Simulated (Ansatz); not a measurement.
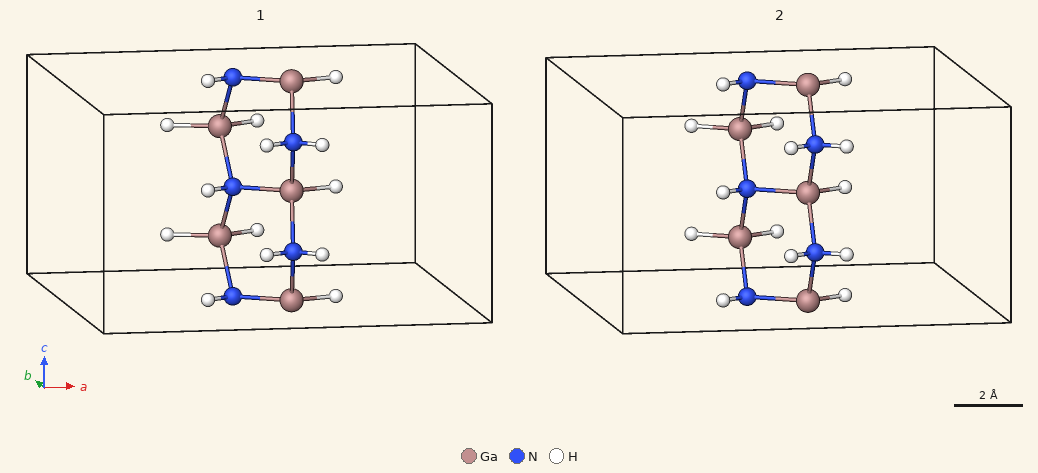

Two geometries of a wire of composition GaH3N, drawn at one scale. One is the start of a relaxation, the other its converged end. The picture is a ball-and-stick view of the 2 repeat of the cell, with the vacuum cut short, seen slightly off an axis.

All numbers below come from DFT PBE, scalar-relativistic, plane waves, PAW (Ansatz). Settings: plane-wave cutoff 420 eV; k-point mesh 1 × 1 × 10; occupations gaussian; smearing width 0.05 eV; no spin polarisation; cell relaxed at fixed a, b, alpha, beta, gamma; force threshold 0.02 eV/Å; at most 45 steps.

Question: Which geometry has the lower energy?

Answer: Structure 1 is the relaxed one. Case: wire along [1 1 0], 4 atoms a period, capped with H. After 6 accepted moves (7 points after the start) the energy has fallen by 0.319 eV per cell of the calculation. The largest force component goes from 2 to 0.014 eV/Å. At 1 point the geometry stayed and the basis and grid were re-selected for the new cell (energy shift of 4.0 meV per cell of the calculation at most each time). The largest move relative to the centre of the atoms is that of an H atom, 0.34 Å. By element the largest moves are H 0.34 Å, N 0.16 Å, Ga 0.14 Å. Along the periodic axis the drawn cell goes c 6.433 → 6.523 Å (+1.4 %). Near-neighbour distances that change, for instance: Ga–N 1.970 → 2.046 Å, Ga–N 1.970 → 1.903 Å, Ga–H 1.570 → 1.549 Å, H–N 1.020 → 1.026 Å. Bond angles that change, for instance: H–Ga–H 109.5° → 126.3°, N–Ga–H 109.5° → 122.7°, Ga–N–Ga 109.5° → 114.1°.
